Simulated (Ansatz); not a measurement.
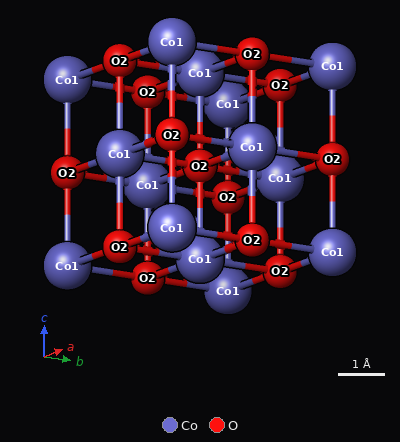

**Figure 1.** The starting structure (ball-and-stick view of the cell 4 times as large as that of the calculation, set on its symmetry axes, seen at an oblique angle; atoms are numbered from 1 in the order of the input). An atom can appear more than once, as a periodic image. Near neighbours in the periodic cell (some may lie outside the picture): Co has 6 O at 2.09 Å; O has 6 Co at 2.09 Å.

# Geometry relaxation of CoO (part 1 of 2)

System: CoO (Fm-3m, 2 atoms in the cell).
Method: DFT, PBEsol, plane waves, PAW, spin-polarised (Ansatz 0.2.0).

The structure derives from an entry of the Crystallography Open Database. Figures and captions count atoms from 1; the log counts them from 0 in places.

### Input file
```yaml
crystal:
  lattice:
    - [0.0, 2.0874074537, 2.0874074537]
    - [2.0874074537, 0.0, 2.0874074537]
    - [2.0874074537, 2.0874074537, 0.0]
  atoms:
    - { symbol: Co, position: [0.0, 0.0, 0.0], spin: 2.63 }
    - { symbol: O, position: [0.5, 0.5, 0.5], spin: 0.34 }
basis:
  ecutwfc: "40.4 Ry"
kpoints:
  mp_grid: { grid: [18, 18, 18] }
hamiltonian:
  xc: pbesol
scf:
  occupations: { method: gaussian, width: 0.1 }
output:
  forces: true
  eigenvalues: true
  stress: true
magnetization:
  spin_polarized: true
relax:
  adjacent_minimum: "off"
  f_tol: 0.005
  max_steps: 80
  cell: { stress_tol: 0.05 }
```

Run on 2 threads of Intel Xeon @ 2.50GHz (Skylake/Cascade Lake), 189 GiB of memory available, shared host.

Command:
```bash
ansatz run input.yaml --threads 2 --pin off --max-ram 5120MiB --backend cpu --events-out ev --progress --plain --runs-dir out
```

### The program's output
```
Engine: ansatz 0.2.0, x86_64-unknown-linux-gnu
Pseudopotentials: kind: paw
Pseudopotential: Co, paw, valence charge 17, recommended cutoff 420 eV (normal), Co.paw.azcp
Pseudopotential: O, paw, valence charge 6, recommended cutoff 420 eV (normal), O.paw.azcp
Functional definition: PBEsol
  exchange = pbesol_x
  correlation = pbesol_c
Crystal: 2 atoms, lattice volume = 18.191 Å³
Basis set: ecut = 549.6700021689576 eV, 531 PW (Γ), exchange–correlation on 48×48×48 points (8 copies of the dense FFT grid, shifted against one another)
Bands: 17, of which v1, the nominal top of the filled ones, is band 12 counted from 1 (11 counted from 0)
Symmetry: 48 space group operations
Space group: Fm-3m (ITA 225), of the structure as read, at distance tolerance 2.6e-5 Å
Magnetic group: BNS 225.116 (UNI 1618), of the structure as read, at distance tolerance 2.6e-5 Å
k-points: 195 of 5832
Non-local potential: Co, projectors of the file, l = 0: 3, l = 1: 2, l = 2: 3, l = 3: 1
Non-local potential: O, projectors of the file, l = 0: 2, l = 1: 2, l = 2: 1
PAW form: soft (Blöchl's): semilocal exchange-correlation on the pseudo side does not see the compensation charge
PAW frozen core: Co, regenerated for the run's functional, and the local potential with it (the file was generated under x = pbe(κ = 0.804, μ = 0.2195149727645171), c = pbe(β = 0.06672455060314922))
PAW frozen core: O, regenerated for the run's functional, and the local potential with it (the file was generated under x = pbe(κ = 0.804, μ = 0.2195149727645171), c = pbe(β = 0.06672455060314922))
PAW one-centre angular grid: Co, 590 points (default); XC on 64 Gauss nodes
PAW one-centre angular grid: O, 110 points (default); XC on 64 Gauss nodes
Initial density: superposition of atomic densities (chi_scale 0.1, normalization cell, long waves kept (reshape's long-wave potential 0.00 eV rms))
Starting moments: Σ|m| = 2.97 μB on 2 of 2 sites
Initial wavefunctions: pseudopotential atomic-orbital guess
Functional: x = pbesol(κ = 0.804, μ = 0.12345679012345678), c = pbesol(β = 0.046)
SCF iter   1: F=—  HF=-5650.950736 eV  |F-HF|=—  |Δ(HF+E_count)|=         —  Δρ=1.19e-1 (↑9.78e-2 ↓1.19e-1)  dr2=6.43e0  dr2_m=7.77e-2  M=2.537 μB ∫|m|=2.538 μB  β_m=0.30  ethr=3.10e-3  ⟨swp⟩=5.4  Hψ=28809  notcnv=0
Mixer restart at iter 1: flushing history
preconditioner: auto → none  [metal: Δε(μ)=0.001 eV  Ē_g=13.723 eV  σ=0.100 eV  W_gap=0.01  n_scr=8 (ndim 8)  ℏωp=33.7 eV  f_vac=0.000  D(μ)=3.61/eV (n_scr^D=58)  sad-step TF]
SCF iter   2: F=—  HF=-5651.102996 eV  |F-HF|=—  |Δ(HF+E_count)|=   1.52e-1  Δρ=5.68e-2 (↑4.05e-2 ↓5.68e-2)  dr2=1.48e0  dr2_m=3.75e-2  M=2.565 μB ∫|m|=2.568 μB  β_m=0.41  ethr=3.10e-3  ⟨swp⟩=3.5  Hψ=16126  notcnv=0  defer=227
SCF iter   3: F=—  HF=-5651.659524 eV  |F-HF|=—  |Δ(HF+E_count)|=   5.57e-1  Δρ=2.34e-2 (↑1.74e-2 ↓2.34e-2)  dr2=7.91e-2  dr2_m=1.24e-2  M=2.607 μB ∫|m|=2.613 μB  β_m=0.52  ethr=3.10e-3  ⟨swp⟩=2.7  Hψ=13013  notcnv=0  defer=226
SCF iter   4: F=—  HF=-5652.118812 eV  |F-HF|=—  |Δ(HF+E_count)|=         —  Δρ=2.40e-2 (↑7.89e-3 ↓2.40e-2)  dr2=6.21e-2  dr2_m=2.05e-2  M=2.678 μB ∫|m|=2.686 μB  β_m=0.52  ethr=3.44e-4  ⟨swp⟩=2.0  Hψ=14590  notcnv=0  defer=224
Mixer restart at iter 4: flushing history
SCF iter   5: F=—  HF=-5652.251756 eV  |F-HF|=—  |Δ(HF+E_count)|=   1.33e-1  Δρ=9.90e-3 (↑9.90e-3 ↓6.29e-3)  dr2=1.37e-2  dr2_m=5.63e-3  M=2.667 μB ∫|m|=2.677 μB  β_m=0.53  ethr=2.70e-4  ⟨swp⟩=2.7  Hψ=12521  notcnv=0  defer=224
SCF iter   6: F=—  HF=-5652.281425 eV  |F-HF|=—  |Δ(HF+E_count)|=   2.97e-2  Δρ=1.85e-2 (↑6.01e-3 ↓1.85e-2)  dr2=3.31e-2  dr2_m=1.97e-2  M=2.748 μB ∫|m|=2.759 μB  β_m=0.16  ethr=5.97e-5  ⟨swp⟩=2.0  Hψ=16073  notcnv=0  defer=228
SCF iter   7: F=—  HF=-5652.290675 eV  |F-HF|=—  |Δ(HF+E_count)|=   9.25e-3  Δρ=6.75e-3 (↑5.46e-3 ↓6.75e-3)  dr2=1.18e-3  dr2_m=5.74e-3  M=2.726 μB ∫|m|=2.738 μB  β_m=0.51  ethr=5.97e-5  ⟨swp⟩=2.5  Hψ=11959  notcnv=0  defer=228
SCF iter   8: F=—  HF=-5652.303084 eV  |F-HF|=—  |Δ(HF+E_count)|=   1.24e-2  Δρ=2.16e-3 (↑2.16e-3 ↓1.86e-3)  dr2=9.90e-5  dr2_m=6.52e-4  M=2.764 μB ∫|m|=2.777 μB  β_m=0.53  ethr=5.13e-6  ⟨swp⟩=2.0  Hψ=13531  notcnv=0  defer=228
SCF iter   9: F=—  HF=-5652.303299 eV  |F-HF|=—  |Δ(HF+E_count)|=   2.15e-4  Δρ=7.81e-4 (↑7.81e-4 ↓7.63e-4)  dr2=1.10e-5  dr2_m=9.31e-5  M=2.772 μB ∫|m|=2.786 μB  β_m=0.76  ethr=4.30e-7  ⟨swp⟩=2.2  Hψ=10603  notcnv=0  defer=228
SCF iter  10: F=—  HF=-5652.303312 eV  |F-HF|=—  |Δ(HF+E_count)|=   1.29e-5  Δρ=2.68e-4 (↑2.68e-4 ↓1.62e-4)  dr2=3.19e-6  dr2_m=6.52e-6  M=2.776 μB ∫|m|=2.790 μB  β_m=0.74  ethr=4.78e-8  ⟨swp⟩=2.0  Hψ=9973  notcnv=0  defer=228
SCF iter  11: F=—  HF=-5652.303314 eV  |F-HF|=—  |Δ(HF+E_count)|=   2.03e-6  Δρ=7.02e-5 (↑7.02e-5 ↓4.66e-5)  dr2=6.97e-8  dr2_m=5.52e-7  M=2.775 μB ∫|m|=2.789 μB  β_m=0.87  ethr=1.39e-8  ⟨swp⟩=2.0  Hψ=9189  notcnv=0  defer=228
SCF iter  12: F=—  HF=-5652.303314 eV  |F-HF|=—  |Δ(HF+E_count)|=   2.63e-8  Δρ=3.45e-5 (↑3.24e-5 ↓3.45e-5)  dr2=4.17e-8  dr2_m=1.74e-7  M=2.775 μB ∫|m|=2.789 μB  β_m=0.91  ethr=3.03e-10  ⟨swp⟩=2.0  Hψ=11186  notcnv=0  defer=228
SCF iter  13: F=-5652.303314 eV  HF=-5652.303314 eV  |F-HF|=1.04e-8  |Δ(HF+E_count)|=   4.15e-9  Δρ=6.49e-6 (↑3.37e-6 ↓6.49e-6)  dr2=9.93e-9  dr2_m=1.09e-9  M=2.775 μB ∫|m|=2.789 μB  ethr=1.81e-10  ⟨swp⟩=4.4  Hψ=24396  notcnv=0
SCF 1 converged in 13 iterations: F = -5652.303314 eV  dr2 = 9.93e-9
  greatest PAW one-centre occupation: 1.004 electrons in one spin orbital (limit 2), on the Co atom at site 0 (counted from 0), in its partial waves of l = 1
relax step   1: F+E_penalty+E_count = -5652.30331358 eV  Δ(F+E_penalty+E_count) = +0.000e0 eV  max|allowed force component| = 1.302e-29 eV/Å  Δτ_max = 0.0000 Å  P = -0.933 GPa  Ω = 18.191 Å³  (13 SCF iters, dr2 threshold 1.00e-7 eV, accepted)
Crystal: 2 atoms, lattice volume = 18.150 Å³
Initial density: handed on by an earlier stage of this run
Starting moments: Σ|m| = 2.97 μB on 2 of 2 sites; this step starts from the density that it was given
Initial wavefunctions: those handed on with the density
iter 1 solved again at ethr=5.59e-9 eV; its pass at ethr=3.10e-3 eV (dr2=1.29e-6 eV) is discarded
SCF iter   1: F=—  HF=-5652.303468 eV  |F-HF|=—  |Δ(HF+E_count)|=         —  Δρ=4.07e-4 (↑4.07e-4 ↓3.20e-4)  dr2=2.43e-6  dr2_m=2.00e-5  M=2.770 μB ∫|m|=2.784 μB  β_m=0.65  ethr=5.59e-9  ⟨swp⟩=3.0  Hψ=40279  notcnv=0
preconditioner: auto → none  [metal: Δε(μ)=0.003 eV  Ē_g=14.157 eV  σ=0.100 eV  W_gap=0.01  n_scr=0 (ndim 8)  ℏωp=33.8 eV  f_vac=0.000  D(μ)=4.02/eV (n_scr^D=64)]
SCF iter   2: F=—  HF=-5652.303495 eV  |F-HF|=—  |Δ(HF+E_count)|=   2.68e-5  Δρ=3.70e-4 (↑1.87e-4 ↓3.70e-4)  dr2=5.68e-6  dr2_m=1.22e-5  M=2.769 μB ∫|m|=2.783 μB  β_m=0.65  ethr=5.59e-9  ⟨swp⟩=2.0  Hψ=11324  notcnv=0
SCF iter   3: F=—  HF=-5652.303512 eV  |F-HF|=—  |Δ(HF+E_count)|=   1.71e-5  Δρ=3.20e-4 (↑3.20e-4 ↓1.94e-4)  dr2=1.54e-6  dr2_m=1.06e-5  M=2.767 μB ∫|m|=2.781 μB  β_m=0.23  ethr=5.59e-9  ⟨swp⟩=2.1  Hψ=11370  notcnv=0
SCF iter   4: F=—  HF=-5652.303516 eV  |F-HF|=—  |Δ(HF+E_count)|=   3.79e-6  Δρ=1.88e-4 (↑1.82e-4 ↓1.88e-4)  dr2=3.06e-7  dr2_m=5.60e-6  M=2.766 μB ∫|m|=2.780 μB  β_m=0.59  ethr=5.59e-9  ⟨swp⟩=2.0  Hψ=10977  notcnv=0
SCF iter   5: F=—  HF=-5652.303518 eV  |F-HF|=—  |Δ(HF+E_count)|=   1.71e-6  Δρ=5.04e-5 (↑3.35e-5 ↓5.04e-5)  dr2=4.72e-7  dr2_m=1.36e-7  M=2.763 μB ∫|m|=2.777 μB  β_m=0.58  ethr=1.33e-9  ⟨swp⟩=2.6  Hψ=12118  notcnv=0
SCF iter   6: F=—  HF=-5652.303519 eV  |F-HF|=—  |Δ(HF+E_count)|=   6.88e-7  Δρ=1.69e-5 (↑7.80e-6 ↓1.69e-5)  dr2=5.86e-8  dr2_m=8.94e-9  M=2.764 μB ∫|m|=2.777 μB  β_m=0.72  ethr=1.33e-9  ⟨swp⟩=2.0  Hψ=9549  notcnv=0
SCF iter   7: F=-5652.303519 eV  HF=-5652.303519 eV  |F-HF|=2.33e-8  |Δ(HF+E_count)|=   2.93e-7  Δρ=1.88e-5 (↑6.05e-6 ↓1.88e-5)  dr2=3.11e-8  dr2_m=2.32e-8  M=2.764 μB ∫|m|=2.778 μB  ethr=2.55e-10  ⟨swp⟩=1.8  Hψ=21355  notcnv=0
SCF 2 converged in 7 iterations: F = -5652.303519 eV  dr2 = 3.11e-8
relax step   2: F+E_penalty+E_count = -5652.30351885 eV  Δ(F+E_penalty+E_count) = -2.053e-4 eV  max|allowed force component| = 4.930e-30 eV/Å  Δτ_max = 0.0000 Å  P = -0.573 GPa  Ω = 18.150 Å³  energy of the carried Pulay correction = +1.322e-5 eV  (7 SCF iters, dr2 threshold 2.00e-7 eV, accepted)
Crystal: 2 atoms, lattice volume = 18.085 Å³
iter 1 solved again at ethr=1.35e-8 eV; its pass at ethr=3.10e-3 eV (dr2=3.10e-6 eV) is discarded
SCF iter   1: F=—  HF=-5652.303528 eV  |F-HF|=—  |Δ(HF+E_count)|=         —  Δρ=6.36e-4 (↑6.36e-4 ↓4.96e-4)  dr2=6.12e-6  dr2_m=4.83e-5  M=2.756 μB ∫|m|=2.770 μB  β_m=0.65  ethr=1.35e-8  ⟨swp⟩=3.0  Hψ=40388  notcnv=0
preconditioner: auto → none  [metal: Δε(μ)=0.000 eV  Ē_g=14.190 eV  σ=0.100 eV  W_gap=0.00  n_scr=0 (ndim 8)  ℏωp=33.8 eV  f_vac=0.000  D(μ)=4.00/eV (n_scr^D=64)]
SCF iter   2: F=—  HF=-5652.303595 eV  |F-HF|=—  |Δ(HF+E_count)|=   6.67e-5  Δρ=5.81e-4 (↑2.89e-4 ↓5.81e-4)  dr2=1.43e-5  dr2_m=2.96e-5  M=2.754 μB ∫|m|=2.768 μB  β_m=0.65  ethr=1.35e-8  ⟨swp⟩=2.0  Hψ=11321  notcnv=0
SCF iter   3: F=—  HF=-5652.303636 eV  |F-HF|=—  |Δ(HF+E_count)|=   4.15e-5  Δρ=4.99e-4 (↑4.99e-4 ↓3.09e-4)  dr2=3.47e-6  dr2_m=2.60e-5  M=2.752 μB ∫|m|=2.766 μB  β_m=0.25  ethr=1.35e-8  ⟨swp⟩=2.1  Hψ=11369  notcnv=0
SCF iter   4: F=—  HF=-5652.303646 eV  |F-HF|=—  |Δ(HF+E_count)|=   9.83e-6  Δρ=3.02e-4 (↑2.85e-4 ↓3.02e-4)  dr2=8.34e-7  dr2_m=1.40e-5  M=2.750 μB ∫|m|=2.764 μB  β_m=0.47  ethr=1.35e-8  ⟨swp⟩=2.0  Hψ=10976  notcnv=0
SCF iter   5: F=—  HF=-5652.303653 eV  |F-HF|=—  |Δ(HF+E_count)|=   7.50e-6  Δρ=5.95e-5 (↑5.95e-5 ↓4.65e-5)  dr2=4.41e-7  dr2_m=2.71e-7  M=2.747 μB ∫|m|=2.761 μB  β_m=0.58  ethr=3.63e-9  ⟨swp⟩=2.3  Hψ=11207  notcnv=0
SCF iter   6: F=—  HF=-5652.303653 eV  |F-HF|=—  |Δ(HF+E_count)|=   8.86e-7  Δρ=2.18e-5 (↑1.25e-5 ↓2.18e-5)  dr2=1.19e-7  dr2_m=1.35e-8  M=2.746 μB ∫|m|=2.760 μB  β_m=0.72  ethr=1.92e-9  ⟨swp⟩=1.5  Hψ=8281  notcnv=0
SCF iter   7: F=-5652.303653 eV  HF=-5652.303653 eV  |F-HF|=3.73e-8  |Δ(HF+E_count)|=   6.76e-7  Δρ=2.40e-5 (↑7.98e-6 ↓2.40e-5)  dr2=4.93e-8  dr2_m=3.84e-8  M=2.747 μB ∫|m|=2.760 μB  ethr=5.19e-10  ⟨swp⟩=2.1  Hψ=22460  notcnv=0
SCF 3 converged in 7 iterations: F = -5652.303653 eV  dr2 = 4.93e-8
relax step   3: F+E_penalty+E_count = -5652.30365315 eV  Δ(F+E_penalty+E_count) = -1.343e-4 eV  max|allowed force component| = 5.391e-30 eV/Å  Δτ_max = 0.0000 Å  P = +0.010 GPa  Ω = 18.085 Å³  energy of the carried Pulay correction = +3.419e-5 eV  (7 SCF iters, dr2 threshold 2.00e-7 eV, accepted)
Initial wavefunctions: pseudopotential atomic-orbital guess (no wavefunctions were taken with the density)
iter 1 solved again at ethr=9.30e-9 eV; its pass at ethr=3.10e-3 eV (dr2=2.14e-6 eV) is discarded
```
